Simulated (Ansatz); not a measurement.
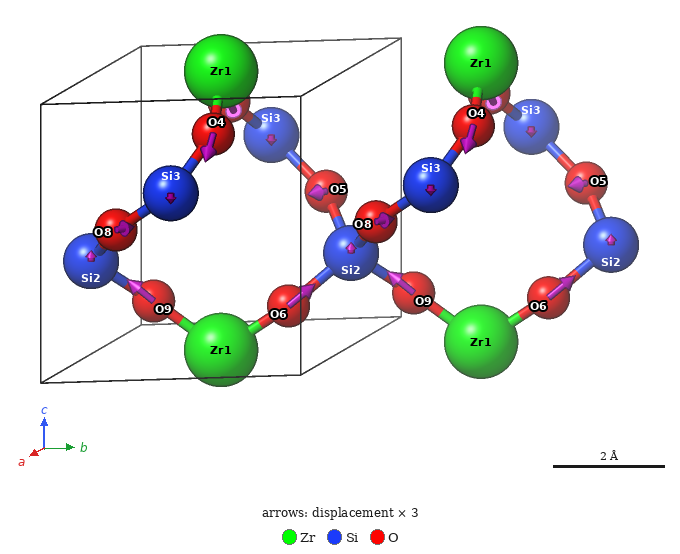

This is a relaxation of solid ZrSi₂O₆ (a generated structure, set up in C222) (coarse preliminary run). The starting structure is drawn; purple arrows show the displacements (the part carried along by the change of the cell is left out), magnified 3 times.

A ball-and-stick model of the cell of the calculation, repeated 1 × 2 × 1 with one cell outlined, seen slightly off an axis.

All numbers below come from Ansatz 0.2.0, DFT PBE, scalar-relativistic, plane waves, PAW. Settings: plane-wave cutoff 420 eV; k-point mesh 6 × 6 × 4; occupations gaussian; smearing width 0.1 eV; no spin polarisation; cell and atoms relaxed; force threshold 0.04 eV/Å; at most 70 steps.

**Which element moves most?**

Oxygen: up to 0.22 Å, against 0.07 Å for silicon.

**What happened in the run?**

The largest moves relative to the cell, 0.22 Å, are those of O atoms. Largest moves by element: O 0.22 Å, Si 0.07 Å. Zr stays in place. The drawn cell changes as follows: a = b 4.751 → 5.619 Å (+18.3 %), c 5.202 → 6.042 Å (+16.2 %), γ 120.0° → 124.7°; the volume changes by +54.2 %. Among the contacts that change: O–Zr 1.509 → 1.959 Å, O–Si 1.509 → 1.631 Å. Among the angles between lasting bonds that change: Si–O–Si 153.9° → 161.2°, O–Zr–O 107.8° → 113.8°, O–Zr–O 110.7° → 106.4°. The space group stays C222 (No. 21). After 12 accepted moves (15 points after the start) the energy has fallen by 2854 meV per atom. Largest force component: 18 eV/Å at the start, 0.0093 eV/Å at the end. The pressure goes from 153.86 to 0.01 GPa. The SCF was repeated 3 times at an unchanged geometry on a basis and grid sized afresh for the cell, which shifted the energy by 111 meV per atom at most. Cost: 9.2 min on 1 thread of AMD EPYC (Zen 3), with other jobs on the host, peak memory 0.52 GiB.
